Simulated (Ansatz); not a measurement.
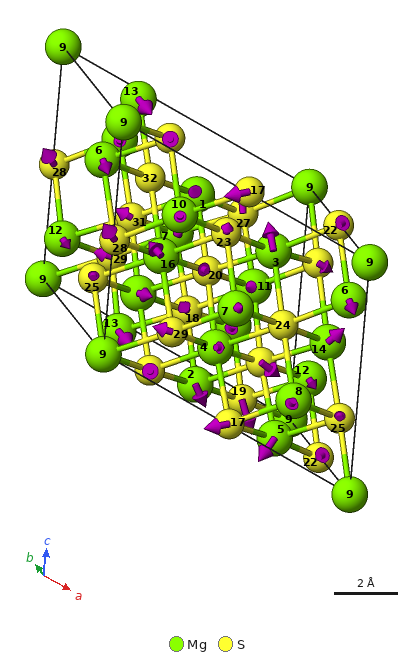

A relaxation of crystalline MgS (set up in P1). The starting structure is drawn; purple arrows show the displacements, magnified 10 times.

Style: ball-and-stick. Shown: the cell of the calculation, slightly off an axis.

Method: DFT PBE, scalar-relativistic, plane waves, PAW (Ansatz).

Input
```yaml
crystal:
  lattice:
    - [5.2297549304, 5.2297549304, 5.2297549304]
    - [-5.2297549304, 5.2297549304, -5.2297549304]
    - [-5.2297549304, -5.2297549304, 5.2297549304]
  atoms:
    - { symbol: Mg, position: [0.5034027405, 0.7534451561, 0.7460682492] }
    - { symbol: Mg, position: [0.4960041423, 0.5005240212, 0.0057498653] }
    - { symbol: Mg, position: [0.7509509775, 0.4890777364, 0.7390746185] }
    - { symbol: Mg, position: [0.4955464375, 0.2449298371, 0.2470906319] }
    - { symbol: Mg, position: [0.7593066543, 0.2615556147, 0.010585893] }
    - { symbol: Mg, position: [-0.0009369358, 0.2552479937, 0.7527233362] }
    - { symbol: Mg, position: [0.4977293384, 0.0003929763, 0.4959754013] }
    - { symbol: Mg, position: [0.7513471085, -0.0032090229, 0.2532503679] }
    - { symbol: Mg, position: [0.0006097193, -0.0011868071, -0.0008859973] }
    - { symbol: Mg, position: [0.2492858096, -0.0041484755, 0.7510681379] }
    - { symbol: Mg, position: [0.754074246, 0.7543397025, 0.4996594014] }
    - { symbol: Mg, position: [-0.002438114, 0.7520737897, 0.2507760936] }
    - { symbol: Mg, position: [0.2470523145, 0.7584312894, 0.0007168389] }
    - { symbol: Mg, position: [-0.0066917732, 0.4961643824, 0.4889911355] }
    - { symbol: Mg, position: [0.2453004346, 0.5020960079, 0.246364911] }
    - { symbol: Mg, position: [0.2541346898, 0.2425925123, 0.4968494739] }
    - { symbol: S, position: [0.5125352171, 0.0077017351, 0.0052886815] }
    - { symbol: S, position: [0.5043592136, 0.752145329, 0.2461157674] }
    - { symbol: S, position: [0.7467947099, 0.7541850401, 0.0098088022] }
    - { symbol: S, position: [0.5028415525, 0.4948246108, 0.4997551822] }
    - { symbol: S, position: [0.741363762, 0.4951712256, 0.2510571331] }
    - { symbol: S, position: [-0.0055157847, 0.4900952165, -0.0045897188] }
    - { symbol: S, position: [0.5000208481, 0.2495362181, 0.7437415975] }
    - { symbol: S, position: [0.7510744568, 0.2497484854, 0.49661495] }
    - { symbol: S, position: [-0.000790675, 0.2445327532, 0.246758717] }
    - { symbol: S, position: [0.2480493429, 0.2418539105, 0.0005683328] }
    - { symbol: S, position: [0.7502692373, -0.0093515654, 0.7373292369] }
    - { symbol: S, position: [0.0065734315, 0.0034693958, 0.4937990125] }
    - { symbol: S, position: [0.2594690049, 0.003046303, 0.2503559972] }
    - { symbol: S, position: [-0.0062064641, 0.7470668767, 0.7492481083] }
    - { symbol: S, position: [0.2578153541, 0.7518298079, 0.4982250795] }
    - { symbol: S, position: [0.2514548093, 0.4975973084, 0.748763208] }
basis:
  ecutwfc: 420
  xc_grid: 2
kpoints:
  mp_grid: { grid: [2, 2, 2], shift: [0.5, 0.5, 0.5] }
hamiltonian:
  xc: pbe
scf:
  occupations: { method: gaussian, width: 0.02 }
output:
  forces: true
  stress: false
  eigenvalues: true
relax:
  adjacent_minimum: "off"
  f_tol: 0.03
  max_steps: 25
```

Run as
```bash
ansatz run input.yaml --threads 8 --pin off --max-ram 14336MiB --backend cpu --events-out ev --progress --plain --runs-dir out
```

Question: What happened in the run?

Answer: The largest move is that of S19, 0.12 Å along [1 −1 −3]. By element the largest moves are S 0.12 Å, Mg 0.10 Å. The cell stays as it was. Among the contacts that change: Mg3–S19 2.825 → 2.616 Å, Mg5–S27 2.799 → 2.617 Å, Mg11–S27 2.499 → 2.612 Å, Mg5–S22 2.507 → 2.614 Å. Among the angles between lasting bonds that change: Mg5–S21–Mg11 174.2° → 180.0°, S21–Mg5–S22 95.5° → 90.0°, Mg8–S28–Mg10 174.7° → 179.9°. The space group (tolerance 0.01 Å) goes from P1 (No. 1) to Fm-3m (No. 225). Over 2 accepted moves (3 points after the start) the energy falls by 13.7 meV per atom. Largest force component: 0.69 eV/Å at the start, 0.007 eV/Å at the end. 1 step only repeated the SCF at the same geometry. The run took 29 s on 8 threads of Arm Neoverse V1, with other jobs on the host, peak memory 1.9 GiB.
